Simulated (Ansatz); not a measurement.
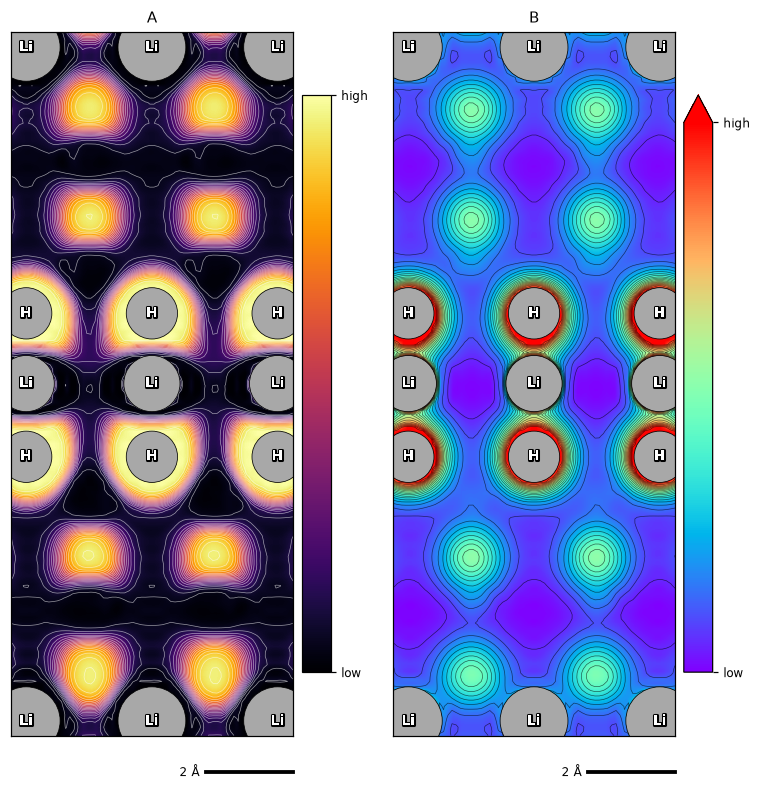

LiH: 2 fields on the (100) plane of the conventional cell, with unlabelled colour scales. Grey discs cover the atomic cores.

Space group P3m1; a structure generated by program, which may or may not match a known phase.

Method: DFT PBE, scalar-relativistic, plane waves, PAW in Ansatz.

```
CELL_PARAMETERS angstrom
2.89444 0.00000 0.00000
-1.44722 2.50666 0.00000
0.00000 0.00000 15.50581
ATOMIC_POSITIONS crystal
Li 0.00000 0.00000 0.11855
Li 0.00000 0.00000 0.27746
Li 0.66667 0.33333 0.44599
Li 0.33333 0.66667 0.61888
Li 0.33333 0.66667 0.78355
Li 0.66667 0.33333 0.94533
H 0.00000 0.00000 0.01050
H 0.33333 0.66667 0.18873
H 0.66667 0.33333 0.33732
H 0.66667 0.33333 0.55029
H 0.00000 0.00000 0.69056
H 0.00000 0.00000 0.85505
```

Which field does each panel show? The fields are: electron localisation function and valence pseudo-density.

Panel A: electron localisation function. Panel B: valence pseudo-density. From the grid: Li–H (1.62 Å): ρ is about 0.26 e/Å³ halfway; the ELF climbs to about 1 towards the hydrogen: a hydride-like H with a filled shell, bound largely ionically. Li–H (1.69 Å): the density is about 0.23 e/Å³ at the midpoint; the ELF climbs to about 1 towards the hydrogen: a hydride-like H with a filled shell, bound largely ionically.
